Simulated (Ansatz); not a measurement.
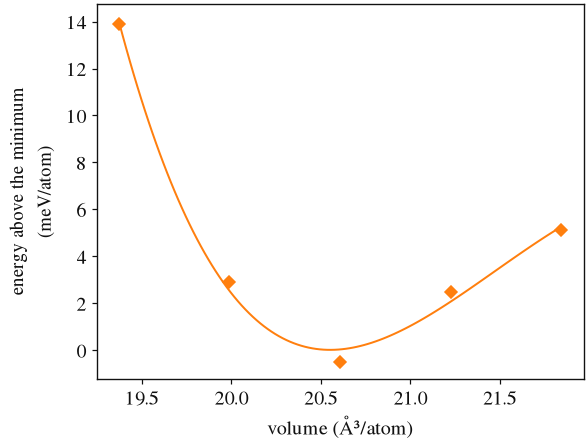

Plotted: energy above the minimum against volume for Ga₃Sb, space group I4/mmm (No. 139).

Cell as given: a = 5.452 Å, b = 5.452 Å, c = 5.452 Å, α = 134.02°, β = 134.02°, γ = 67.05°; 4 atoms.

Computed with Ansatz 0.2.0: third-order Birch-Murnaghan fit to density functional energies at scaled volumes of the given relaxed cell, shape and atoms relaxed at each volume; energies count from the fitted minimum; plane waves with PAW datasets, Γ-centred k mesh. Level: PBEsol, no spin polarisation.

wave cutoff 420 eV; k mesh 14×14×14; occupations Gaussian; smearing width 0.1 eV.

This calculation gives: equilibrium volume 20.55 Å³/atom and bulk modulus 41.3 GPa.

Now the level changes from PBEsol to PBE. How do these quantities change?

The equilibrium volume rises from 20.55 to 22.05 Å³/atom (+7.3 %) and the bulk modulus rises from 41.3 to 45.3 GPa (+10 %).

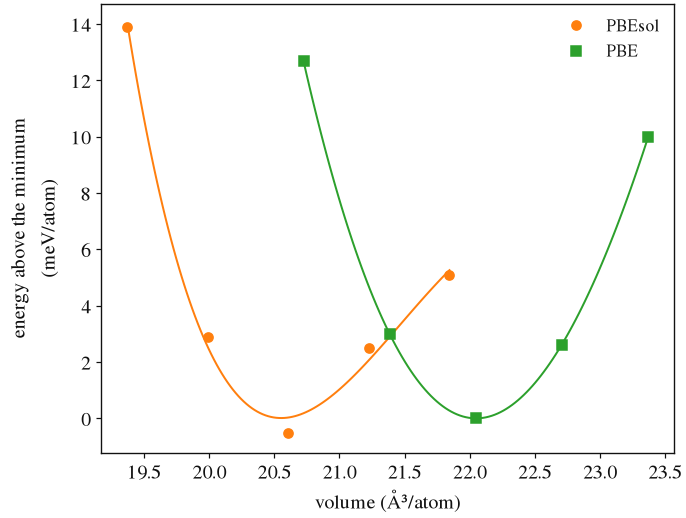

The two results together.

For PBEsol, limits of the calculation: pressure derivative unusual.

V0 and the bulk modulus come from third-order Birch–Murnaghan fits.
